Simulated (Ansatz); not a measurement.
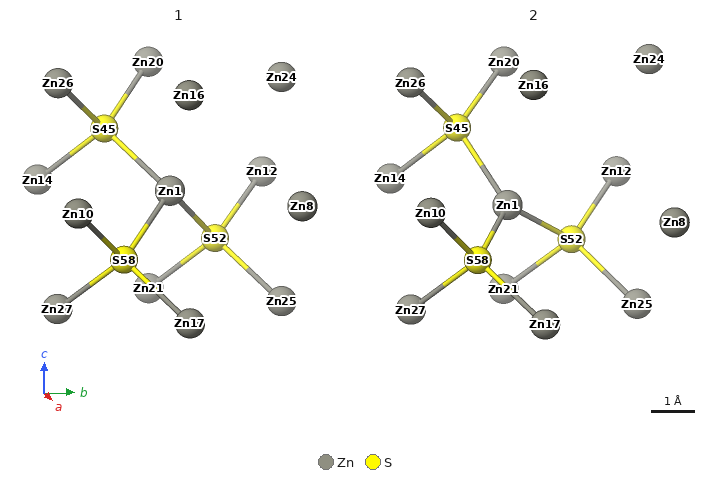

Two geometries of a defect cell of composition Zn31S31, drawn at one scale. One is the start of a relaxation, the other its converged end. The picture is a ball-and-stick view of the atoms within 4.2 Å of the atom that moves most (axes of the cell of the calculation (origin shifted)), seen slightly off an axis.

The calculation used DFT, PBEsol, PAW, plane waves (Ansatz). (plane-wave cutoff 420 eV; k-point mesh 1 × 1 × 1; mesh shifted by (0.25, 0.25, 0.25); no spin polarisation; atoms relaxed in a fixed cell; force threshold 0.03 eV/Å; at most 80 steps)

> Which geometry has the lower energy?

Structure 2 is the relaxed one. The atoms of the start lie slightly off their symmetric places, so part of the fall in energy undoes that. The atom that moves furthest is Zn1 (0.63 Å along [−1 −1 −1]). Largest moves by element: Zn 0.63 Å, S 0.16 Å. The cell stays as it was. Some distances before and after: Zn1–S58 2.346 → 2.236 Å, Zn1–S52 2.331 → 2.237 Å, Zn1–S45 2.302 → 2.237 Å, Zn27–S58 2.304 → 2.354 Å. Bond angles that change, for instance: Zn1–S58–Zn27 111.1° → 94.2°, Zn1–S52–Zn21 109.7° → 94.2°, Zn1–S45–Zn14 109.1° → 94.2°. Over 5 geometry steps the energy falls by 2.453 eV per cell of the calculation. The largest force component goes from 1.1 to 0.0072 eV/Å. Cost: 4.9 s on 1 × NVIDIA GB200 with 8 threads of Arm Neoverse-V2, peak memory 1.9 GiB.
